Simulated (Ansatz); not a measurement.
Mg15O17 (cell with a defect)

Input file:

```
crystal:
  lattice:
    - [4.2535896552, 4.2535896552, 4.2535896552]
    - [4.2535896552, -4.2535896552, -4.2535896552]
    - [-4.2535896552, 4.2535896552, -4.2535896552]
  atoms:
    - { symbol: O, position: [0.7554433888, 0.0009225691, 0.2541055378] }
    - { symbol: Mg, position: [0.0, 0.0, 0.0] }
    - { symbol: Mg, position: [0.75, 0.75, 0.5] }
    - { symbol: Mg, position: [0.25, 0.0, 0.75] }
    - { symbol: Mg, position: [0.0, 0.75, 0.25] }
    - { symbol: Mg, position: [0.5, 0.0, 0.5] }
    - { symbol: Mg, position: [0.25, 0.75, 0.0] }
    - { symbol: Mg, position: [0.75, 0.5, 0.75] }
    - { symbol: Mg, position: [0.0, 0.5, 0.5] }
    - { symbol: Mg, position: [0.5, 0.75, 0.75] }
    - { symbol: Mg, position: [0.75, 0.25, 0.0] }
    - { symbol: Mg, position: [0.25, 0.5, 0.25] }
    - { symbol: Mg, position: [0.5, 0.5, 0.0] }
    - { symbol: Mg, position: [0.0, 0.25, 0.75] }
    - { symbol: Mg, position: [0.25, 0.25, 0.5] }
    - { symbol: Mg, position: [0.5, 0.25, 0.25] }
    - { symbol: O, position: [0.5040909946, 0.7603492237, 0.2622090765] }
    - { symbol: O, position: [0.7578000312, 0.759210034, 0.0043138896] }
    - { symbol: O, position: [0.5, 0.5, 0.5] }
    - { symbol: O, position: [0.0, 0.75, 0.75] }
    - { symbol: O, position: [0.75, 0.5, 0.25] }
    - { symbol: O, position: [0.25, 0.75, 0.5] }
    - { symbol: O, position: [0.0, 0.5, 0.0] }
    - { symbol: O, position: [0.5, 0.25, 0.75] }
    - { symbol: O, position: [0.763693451, 0.2554597797, 0.4980678692] }
    - { symbol: O, position: [0.25, 0.5, 0.75] }
    - { symbol: O, position: [0.4906913765, 0.0055192278, 0.0025272684] }
    - { symbol: O, position: [0.0040730182, 0.254518338, 0.2488716339] }
    - { symbol: O, position: [0.25, 0.25, 0.0] }
    - { symbol: O, position: [0.75, 0.0, 0.75] }
    - { symbol: O, position: [0.0043160968, -0.0016611406, 0.5099954231] }
    - { symbol: O, position: [0.25, 0.0, 0.25] }
  host:
    lattice:
      - [0.0, 2.1267948276, 2.1267948276]
      - [2.1267948276, 0.0, 2.1267948276]
      - [2.1267948276, 2.1267948276, 0.0]
    atoms:
      - { symbol: Mg, position: [0.0, 0.0, 0.0] }
      - { symbol: O, position: [0.5, 0.5, 0.5] }
basis:
  ecutwfc: 420
  xc_grid: 2
kpoints:
  mp_grid: { grid: [2, 2, 2], shift: [0.5, 0.5, 0.5] }
hamiltonian:
  xc: pbe
scf:
  occupations: { method: gaussian, width: 0.01 }
output:
  forces: true
  stress: false
  eigenvalues: true
  charged_corrections:
    defect_position: [0.75, 0.0, 0.25]
    epsilon: [[11.1915, 0.0, 0.0], [0.0, 11.1915, 0.0], [0.0, 0.0, 11.1915]]
  write_density: true
  write_potential: true
  elf: true
  volumetric_format: npy
relax:
  adjacent_minimum: "off"
  f_tol: 0.025
  max_steps: 45
```

Run with:

```sh
ansatz run input.yaml --threads 4 --pin off --max-ram 10240MiB --backend cpu --events-out ev --progress --plain --runs-dir out
```

The fields are those of the run's last geometry, not of the input's.

Theory: Ansatz 0.2.0, DFT PBE, scalar-relativistic, plane waves, PAW.

Core electrons are frozen (PAW), and the valence fields are smoothed inside the atomic spheres.

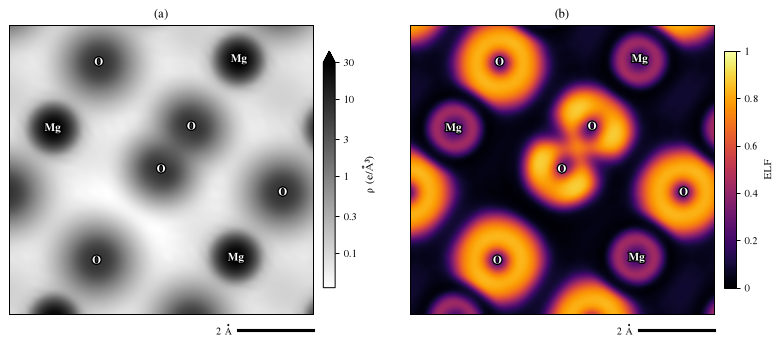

Figure 1. (a) valence pseudo-density; (b) ELF on the (100) plane of the calculation cell.

> Interpret the plot.

The section cuts through O and Mg sites. O–O (1.39 Å): ρ is about 2.2 e/Å³ halfway; the ELF peaks at about 0.70 between the atoms. Mg–O (2.12 Å): ρ is about 0.32 e/Å³ halfway; the ELF peaks at about 0.85 in the valence shell of O, 0.6 Å from its nucleus, and is about 0.30 at the midpoint. Mg–O (2.19 Å): ρ is about 0.19 e/Å³ halfway; the ELF is about 0.10 at the midpoint (no shared electron pair shows on this line). Between the atoms the lowest density in this plane is 0.04 e/Å³.

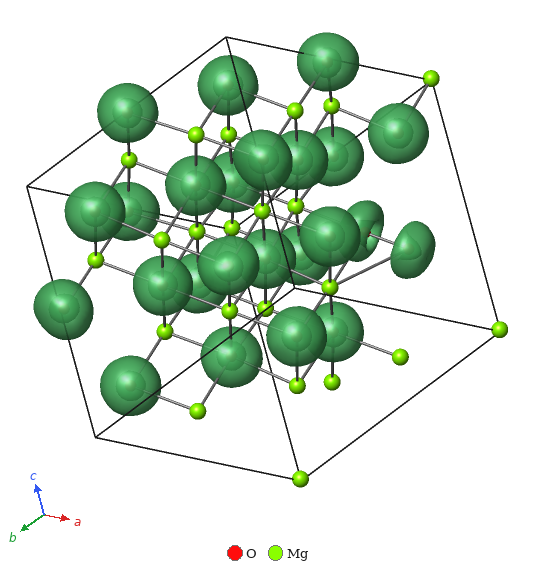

Figure 2. Isosurface of the electron localisation function at 0.75 (green), seen at an oblique angle. Core shells and regions of very low density are left out. Sticks mark near contacts.

> What do the ELF domains correspond to?

The surface consists of 17 regions wrapped around O (the valence shell of each), counted in one cell of 32 atoms. Any copies at cell faces, edges or corners count once.


 Mg–O (1.96 Å): the ELF peaks at about 0.85 in the valence shell of O, 0.6 Å from its nucleus, and is about 0.35 at the midpoint.

> Does the calculation give a band gap?

It is gapless in this calculation (a metal or semimetal).
